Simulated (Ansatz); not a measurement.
# Geometry relaxation, with input and output: Zr3S2 (part 1 of 2)

System: Zr3S2 (C2/m, 5 atoms in the cell).
Method: DFT PBE, scalar-relativistic, plane waves, PAW, no spin polarisation (Ansatz 0.2.0).

The structure was made by a generator, so it may or may not be a known phase.

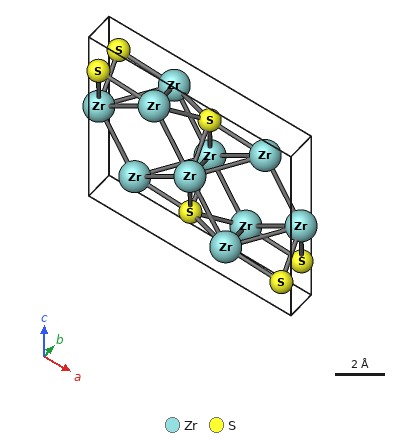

Fig. 1: The input geometry (ball-and-stick view of the cell 2 times as large as that of the calculation, set on its symmetry axes, seen slightly off an axis).

**Results in brief**

```tsv
quantity	value
outcome	converged
space group (tolerance 0.01 Å)	C2/m (12)
electrons treated	48
free energy	−14360.9754 eV
Fermi energy	14.118 eV
gap on the k-point mesh	none (metallic)
pressure	0.01 GPa
final volume	94.86 Å³
largest force (length of the vector) at the end	0.001 eV/Å
final cell	a = 5.103 Å, b = 5.103 Å, c = 6.730 Å, α = 116.03°, β = 116.03°, γ = 37.66°
hardware	1 thread of Intel Xeon @ 2.70GHz, 189 GiB of memory available, shared host
wall time	3.5 min
peak memory	0.81 GiB
```

**Input**
```yaml
crystal:
  lattice:
    - [4.8291096012, -1.6468399296, 0.0]
    - [4.8291096012, 1.6468399296, 0.0]
    - [-3.1371758171, 0.0, 5.9709666598]
  atoms:
    - { symbol: Zr, position: [0.3228105327, 0.3228105327, 0.8100275648] }
    - { symbol: Zr, position: [0.6771894673, 0.6771894673, 0.1899724352] }
    - { symbol: Zr, position: [0.5, 0.5, 0.5] }
    - { symbol: S, position: [0.0475096548, 0.0475096548, 0.8243320115] }
    - { symbol: S, position: [0.9524903452, 0.9524903452, 0.1756679885] }
basis:
  ecutwfc: 420
kpoints:
  mp_grid: { grid: [12, 12, 6] }
hamiltonian:
  xc: pbe
scf:
  occupations: { method: gaussian, width: 0.1 }
output:
  forces: true
  stress: true
  eigenvalues: true
  write_density: true
  write_potential: true
  elf: true
  volumetric_format: npy
relax:
  adjacent_minimum: "off"
  f_tol: 0.01
  max_steps: 80
  cell: { stress_tol: 0.05 }
```

Launched with:
```bash
ansatz run input.yaml --threads 1 --pin off --max-ram 2560MiB --backend cpu --events-out ev --progress --plain --runs-dir out
```

**The program's output**
```
Engine: ansatz 0.2.0, x86_64-unknown-linux-gnu
Pseudopotentials: kind: paw
Pseudopotential: Zr, paw, valence charge 12, recommended cutoff 420 eV (normal), Zr.paw.azcp
Pseudopotential: S, paw, valence charge 6, recommended cutoff 420 eV (normal), S.paw.azcp
Functional definition: PBE
  parameter kappa = 0.804
  parameter beta = 0.06672455060314922
  exchange = pbe_x(kappa = kappa, mu = beta*pi^2/3)
  correlation = pbe_c(beta = beta)
Crystal: 5 atoms, lattice volume = 94.971 Å³
Basis set: ecut = 420 eV, 1883 PW (Γ), exchange–correlation on 72×72×96 points (8 copies of the dense FFT grid, shifted against one another)
Bands: 29, of which v1, the nominal top of the filled ones, is band 24 counted from 1 (23 counted from 0)
Symmetry: 4 space group operations
Space group: C2/m (ITA 12), of the structure as read, at distance tolerance 4.6e-5 Å
k-points: 242 of 864
Non-local potential: Zr, projectors of the file, l = 0: 3, l = 1: 2, l = 2: 2, l = 3: 2
Non-local potential: S, projectors of the file, l = 0: 2, l = 1: 2, l = 2: 2
PAW form: soft (Blöchl's): semilocal exchange-correlation on the pseudo side does not see the compensation charge
PAW one-centre angular grid: Zr, 590 points (default); XC on 64 Gauss nodes
PAW one-centre angular grid: S, 110 points (default); XC on 64 Gauss nodes
Initial density: superposition of atomic densities (neutral atoms: chi_scale 0, normalization atom), corrected by the library's trained network
Initial wavefunctions: pseudopotential atomic-orbital guess
Functional: x = pbe(κ = 0.804, μ = 0.2195149727645171), c = pbe(β = 0.06672455060314922)
SCF iter   1: F=—  HF=-14360.997830 eV  |F-HF|=—  |Δ(HF+E_count)|=         —  Δρ=7.37e-3  dr2=1.42e-1  ethr=1.77e-3  ⟨swp⟩=5.1  Hψ=28794  notcnv=0
preconditioner: auto → Kerker (q_TF=auto, 2.435 Å⁻¹)  [metal: Δε(μ)=0.005 eV  Ē_g=6.775 eV  σ=0.100 eV  W_gap=0.03  n_scr=20 (ndim 8)  ℏωp=18.7 eV  f_vac=0.000  D(μ)=3.47/eV (n_scr^D=24)]
SCF iter   2: F=—  HF=-14360.978863 eV  |F-HF|=—  |Δ(HF+E_count)|=   1.90e-2  Δρ=3.77e-3  dr2=2.54e-2  ethr=2.95e-4  ⟨swp⟩=1.0  Hψ=8955  notcnv=0
SCF iter   3: F=—  HF=-14360.975325 eV  |F-HF|=—  |Δ(HF+E_count)|=   3.54e-3  Δρ=1.26e-3  dr2=3.30e-3  ethr=5.28e-5  ⟨swp⟩=2.1  Hψ=8991  notcnv=0
SCF iter   4: F=—  HF=-14360.974921 eV  |F-HF|=—  |Δ(HF+E_count)|=   4.04e-4  Δρ=2.71e-4  dr2=6.60e-5  ethr=6.88e-6  ⟨swp⟩=2.0  Hψ=9324  notcnv=0
SCF iter   5: F=—  HF=-14360.974943 eV  |F-HF|=—  |Δ(HF+E_count)|=   2.26e-5  Δρ=5.73e-5  dr2=2.97e-6  ethr=1.37e-7  ⟨swp⟩=2.7  Hψ=11795  notcnv=0
SCF iter   6: F=—  HF=-14360.974944 eV  |F-HF|=—  |Δ(HF+E_count)|=   4.39e-7  Δρ=1.07e-5  dr2=1.43e-7  ethr=6.19e-9  ⟨swp⟩=2.2  Hψ=10106  notcnv=0  defer=2
SCF iter   7: F=-14360.974944 eV  HF=-14360.974944 eV  |F-HF|=4.52e-9  |Δ(HF+E_count)|=   5.29e-9  Δρ=2.02e-6  dr2=7.60e-9  ethr=2.08e-10  ⟨swp⟩=10.0  Hψ=45239  notcnv=0
SCF 1 converged in 7 iterations: F = -14360.974944 eV  dr2 = 7.60e-9
  greatest PAW one-centre occupation: 0.996 electrons in one spin orbital (limit 2), on the Zr atom at site 2 (counted from 0), in its partial waves of l = 0
relax step   1: F+E_penalty+E_count = -14360.97494361 eV  Δ(F+E_penalty+E_count) = +0.000e0 eV  max|allowed force component| = 2.521e-2 eV/Å  Δτ_max = 0.0000 Å  P = -0.102 GPa  Ω = 94.971 Å³  (7 SCF iters, dr2 threshold 1.00e-7 eV, accepted)
Crystal: 5 atoms, lattice volume = 94.613 Å³
Basis set: ecut = 420 eV, 1875 PW (Γ), exchange–correlation on 72×72×96 points (8 copies of the dense FFT grid, shifted against one another)
Initial density: handed on by an earlier stage of this run
Initial wavefunctions: those handed on with the density
iter 1 solved again at ethr=4.48e-5 eV; its pass at ethr=3.10e-3 eV (dr2=2.15e-2 eV) is discarded
SCF iter   1: F=—  HF=-14360.976220 eV  |F-HF|=—  |Δ(HF+E_count)|=         —  Δρ=2.29e-3  dr2=2.10e-2  ethr=4.48e-5  ⟨swp⟩=1.0  Hψ=31003  notcnv=0
preconditioner: auto → Kerker (q_TF=auto, 2.437 Å⁻¹)  [metal: Δε(μ)=0.003 eV  Ē_g=6.732 eV  σ=0.100 eV  W_gap=0.02  n_scr=20 (ndim 8)  ℏωp=18.7 eV  f_vac=0.000  D(μ)=3.53/eV (n_scr^D=24)]
SCF iter   2: F=—  HF=-14360.973843 eV  |F-HF|=—  |Δ(HF+E_count)|=   2.38e-3  Δρ=1.07e-3  dr2=3.59e-3  ethr=4.37e-5  ⟨swp⟩=1.8  Hψ=7402  notcnv=0
SCF iter   3: F=—  HF=-14360.973156 eV  |F-HF|=—  |Δ(HF+E_count)|=   6.87e-4  Δρ=3.70e-4  dr2=5.37e-4  ethr=7.49e-6  ⟨swp⟩=2.1  Hψ=9034  notcnv=0
SCF iter   4: F=—  HF=-14360.973046 eV  |F-HF|=—  |Δ(HF+E_count)|=   1.10e-4  Δρ=1.01e-4  dr2=1.22e-5  ethr=1.12e-6  ⟨swp⟩=2.0  Hψ=9453  notcnv=0
SCF iter   5: F=—  HF=-14360.973063 eV  |F-HF|=—  |Δ(HF+E_count)|=   1.70e-5  Δρ=1.66e-5  dr2=3.40e-7  ethr=2.54e-8  ⟨swp⟩=2.8  Hψ=10708  notcnv=0
SCF iter   6: F=-14360.973063 eV  HF=-14360.973063 eV  |F-HF|=9.78e-9  |Δ(HF+E_count)|=   1.20e-8  Δρ=4.06e-6  dr2=2.54e-8  ethr=5.93e-10  ⟨swp⟩=9.4  Hψ=47942  notcnv=0
SCF 2 converged in 6 iterations: F = -14360.973063 eV  dr2 = 2.54e-8
relax step   2: F+E_penalty+E_count = -14360.97306289 eV  Δ(F+E_penalty+E_count) = +1.881e-3 eV  max|allowed force component| = 7.851e-2 eV/Å  Δτ_max = 0.0152 Å  P = +0.216 GPa  Ω = 94.613 Å³  energy of the carried Pulay correction = +5.044e-5 eV  (6 SCF iters, dr2 threshold 2.85e-7 eV, rejected (line search))
Crystal: 5 atoms, lattice volume = 94.898 Å³
Basis set: ecut = 420 eV, 1879 PW (Γ), exchange–correlation on 72×72×96 points (8 copies of the dense FFT grid, shifted against one another)
iter 1 solved again at ethr=2.88e-5 eV; its pass at ethr=3.10e-3 eV (dr2=1.38e-2 eV) is discarded
SCF iter   1: F=—  HF=-14360.977355 eV  |F-HF|=—  |Δ(HF+E_count)|=         —  Δρ=1.82e-3  dr2=1.36e-2  ethr=2.88e-5  ⟨swp⟩=1.0  Hψ=30552  notcnv=0
preconditioner: auto → Kerker (q_TF=auto, 2.435 Å⁻¹)  [metal: Δε(μ)=0.002 eV  Ē_g=6.741 eV  σ=0.100 eV  W_gap=0.01  n_scr=20 (ndim 8)  ℏωp=18.7 eV  f_vac=0.000  D(μ)=3.53/eV (n_scr^D=24)]
SCF iter   2: F=—  HF=-14360.975819 eV  |F-HF|=—  |Δ(HF+E_count)|=   1.54e-3  Δρ=8.31e-4  dr2=2.24e-3  ethr=2.84e-5  ⟨swp⟩=1.8  Hψ=7431  notcnv=0
SCF iter   3: F=—  HF=-14360.975402 eV  |F-HF|=—  |Δ(HF+E_count)|=   4.17e-4  Δρ=2.92e-4  dr2=3.43e-4  ethr=4.66e-6  ⟨swp⟩=2.2  Hψ=9038  notcnv=0
SCF iter   4: F=—  HF=-14360.975331 eV  |F-HF|=—  |Δ(HF+E_count)|=   7.14e-5  Δρ=7.80e-5  dr2=7.93e-6  ethr=7.15e-7  ⟨swp⟩=2.0  Hψ=9453  notcnv=0
SCF iter   5: F=—  HF=-14360.975350 eV  |F-HF|=—  |Δ(HF+E_count)|=   1.85e-5  Δρ=1.31e-5  dr2=2.37e-7  ethr=1.65e-8  ⟨swp⟩=2.8  Hψ=10539  notcnv=0
SCF iter   6: F=—  HF=-14360.975350 eV  |F-HF|=—  |Δ(HF+E_count)|=   2.04e-9  Δρ=3.38e-6  dr2=1.87e-8  ethr=4.94e-10  ⟨swp⟩=2.0  Hψ=8338  notcnv=0
SCF iter   7: F=—  HF=-14360.975350 eV  |F-HF|=—  |Δ(HF+E_count)|=   2.63e-9  Δρ=8.46e-7  dr2=9.40e-10  ethr=3.91e-11  ⟨swp⟩=2.0  Hψ=9352  notcnv=0
SCF iter   8: F=-14360.975350 eV  HF=-14360.975350 eV  |F-HF|=5.46e-12  |Δ(HF+E_count)|=  2.18e-11  Δρ=1.86e-7  dr2=3.48e-11  ethr=1.00e-12  ⟨swp⟩=4.6  Hψ=35662  notcnv=0
SCF 3 converged in 8 iterations: F = -14360.975350 eV  dr2 = 3.48e-11
relax step   3: F+E_penalty+E_count = -14360.97534954 eV  Δ(F+E_penalty+E_count) = -4.059e-4 eV  max|allowed force component| = 4.785e-3 eV/Å  Δτ_max = 0.0031 Å  P = -0.041 GPa  Ω = 94.898 Å³  energy of the carried Pulay correction = +1.035e-5 eV  (8 SCF iters, accepted)
Crystal: 5 atoms, lattice volume = 94.847 Å³
iter 1 solved again at ethr=1.33e-7 eV; its pass at ethr=3.10e-3 eV (dr2=6.36e-5 eV) is discarded
SCF iter   1: F=—  HF=-14360.975351 eV  |F-HF|=—  |Δ(HF+E_count)|=         —  Δρ=1.58e-4  dr2=6.14e-5  ethr=1.33e-7  ⟨swp⟩=2.9  Hψ=35569  notcnv=0
preconditioner: auto → Kerker (q_TF=auto, 2.436 Å⁻¹)  [metal: Δε(μ)=0.003 eV  Ē_g=6.738 eV  σ=0.100 eV  W_gap=0.02  n_scr=20 (ndim 8)  ℏωp=18.7 eV  f_vac=0.000  D(μ)=3.51/eV (n_scr^D=24)]
SCF iter   2: F=—  HF=-14360.975365 eV  |F-HF|=—  |Δ(HF+E_count)|=   1.32e-5  Δρ=8.89e-5  dr2=1.92e-5  ethr=1.28e-7  ⟨swp⟩=1.0  Hψ=7030  notcnv=0
SCF iter   3: F=—  HF=-14360.975359 eV  |F-HF|=—  |Δ(HF+E_count)|=   5.30e-6  Δρ=2.96e-5  dr2=4.09e-6  ethr=4.00e-8  ⟨swp⟩=2.0  Hψ=9073  notcnv=0
SCF iter   4: F=—  HF=-14360.975358 eV  |F-HF|=—  |Δ(HF+E_count)|=   1.28e-6  Δρ=1.07e-5  dr2=1.88e-7  ethr=8.52e-9  ⟨swp⟩=2.0  Hψ=8929  notcnv=0
SCF iter   5: F=-14360.975358 eV  HF=-14360.975358 eV  |F-HF|=2.34e-9  |Δ(HF+E_count)|=   3.63e-8  Δρ=2.56e-6  dr2=6.61e-9  ethr=3.72e-11  ⟨swp⟩=6.0  Hψ=44039  notcnv=0
SCF 4 converged in 5 iterations: F = -14360.975358 eV  dr2 = 6.61e-9
relax step   4: F+E_penalty+E_count = -14360.97535809 eV  Δ(F+E_penalty+E_count) = -8.556e-6 eV  max|allowed force component| = 1.364e-2 eV/Å  Δτ_max = 0.0015 Å  P = +0.033 GPa  Ω = 94.847 Å³  energy of the carried Pulay correction = +1.752e-5 eV  (5 SCF iters, dr2 threshold 1.79e-8 eV, accepted)
Crystal: 5 atoms, lattice volume = 94.861 Å³
iter 1 solved again at ethr=6.73e-9 eV; its pass at ethr=3.10e-3 eV (dr2=3.23e-6 eV) is discarded
SCF iter   1: F=—  HF=-14360.975358 eV  |F-HF|=—  |Δ(HF+E_count)|=         —  Δρ=5.71e-5  dr2=3.46e-6  ethr=6.73e-9  ⟨swp⟩=2.3  Hψ=36034  notcnv=0
preconditioner: auto → Kerker (q_TF=auto, 2.435 Å⁻¹)  [metal: Δε(μ)=0.002 eV  Ē_g=6.737 eV  σ=0.100 eV  W_gap=0.01  n_scr=20 (ndim 8)  ℏωp=18.7 eV  f_vac=0.000  D(μ)=3.51/eV (n_scr^D=24)]
SCF iter   2: F=—  HF=-14360.975376 eV  |F-HF|=—  |Δ(HF+E_count)|=   1.81e-5  Δρ=3.47e-5  dr2=1.31e-6  ethr=6.73e-9  ⟨swp⟩=1.1  Hψ=7046  notcnv=0
SCF iter   3: F=—  HF=-14360.975376 eV  |F-HF|=—  |Δ(HF+E_count)|=   3.14e-7  Δρ=6.84e-6  dr2=9.50e-8  ethr=2.73e-9  ⟨swp⟩=2.1  Hψ=8640  notcnv=0
SCF iter   4: F=-14360.975376 eV  HF=-14360.975376 eV  |F-HF|=6.02e-9  |Δ(HF+E_count)|=   1.94e-8  Δρ=2.52e-6  dr2=1.10e-8  ethr=2.42e-11  ⟨swp⟩=6.1  Hψ=41629  notcnv=0
SCF 5 converged in 4 iterations: F = -14360.975376 eV  dr2 = 1.10e-8
relax step   5: F+E_penalty+E_count = -14360.97537581 eV  Δ(F+E_penalty+E_count) = -1.771e-5 eV  max|allowed force component| = 1.358e-3 eV/Å  Δτ_max = 0.0010 Å  P = +0.007 GPa  Ω = 94.861 Å³  energy of the carried Pulay correction = +1.556e-5 eV  (4 SCF iters, dr2 threshold 1.16e-8 eV, accepted)
Basis set: ecut = 420 eV, 1879 PW (Γ), exchange–correlation on 72×72×90 points (8 copies of the dense FFT grid, shifted against one another)
Initial wavefunctions: pseudopotential atomic-orbital guess (no wavefunctions were taken with the density)
iter 1 solved again at ethr=1.40e-7 eV; its pass at ethr=3.10e-3 eV (dr2=6.70e-5 eV) is discarded
SCF iter   1: F=—  HF=-14360.975323 eV  |F-HF|=—  |Δ(HF+E_count)|=         —  Δρ=4.16e-6  dr2=1.24e-8  ethr=1.40e-7  ⟨swp⟩=3.1  Hψ=49959  notcnv=0
eigensolver tolerance schedule: the retry pair's looser diagonalisation over-reported the residual by 5385.18 of it (diagonalisation noise at 0.32 of the residual, at the tolerance the schedule requests for it); recorded, not acted on — ethr = c·dr2/N_el stays at c = 1.0e-1
SCF iter   2: F=—  HF=-14360.975360 eV  |F-HF|=—  |Δ(HF+E_count)|=   3.72e-5  Δρ=2.39e-6  dr2=5.54e-9  ethr=2.59e-11  ⟨swp⟩=2.4  Hψ=12718  notcnv=0
SCF iter   3: F=—  HF=-14360.975360 eV  |F-HF|=—  |Δ(HF+E_count)|=   3.12e-9  Δρ=6.05e-7  dr2=5.78e-10  ethr=1.16e-11  ⟨swp⟩=2.0  Hψ=8799  notcnv=0
SCF iter   4: F=—  HF=-14360.975360 eV  |F-HF|=—  |Δ(HF+E_count)|=  1.55e-10  Δρ=3.84e-7  dr2=8.21e-11  ethr=1.21e-12  ⟨swp⟩=2.2  Hψ=9055  notcnv=0
SCF iter   5: F=-14360.975360 eV  HF=-14360.975360 eV  |F-HF|=0.00e0  |Δ(HF+E_count)|=  6.55e-11  Δρ=5.21e-8  dr2=4.57e-12  ethr=1.00e-12  ⟨swp⟩=6.1  Hψ=30013  notcnv=0
SCF 6 converged in 5 iterations: F = -14360.975360 eV  dr2 = 4.57e-12
relax step   6: F+E_penalty+E_count = -14360.97536026 eV  Δ(F+E_penalty+E_count) = +1.555e-5 eV  max|allowed force component| = 1.451e-3 eV/Å  Δτ_max = 0.0000 Å  P = +0.007 GPa  Ω = 94.861 Å³  stress off target by 1.68e-2 GPa  SCF on the basis re-selected at this cell (its energy is not comparable with the rows above)  (5 SCF iters)
```

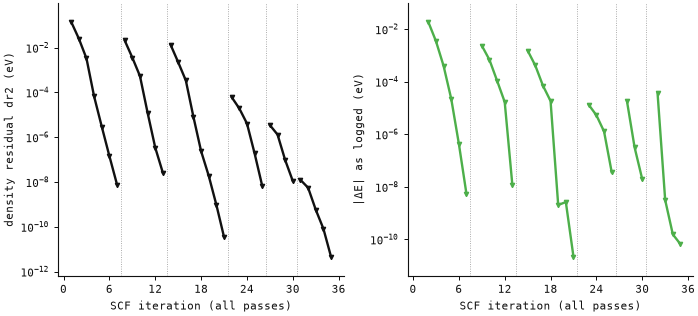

Fig. 2: Convergence of the self-consistent field: density residual dr2 and size of the energy change against the SCF iteration. The dotted lines part the SCF passes of the relaxation: geometry steps, rejected trials and re-solves on a re-selected basis. The 6 passes take 4 to 8 iterations each, 35 in all.
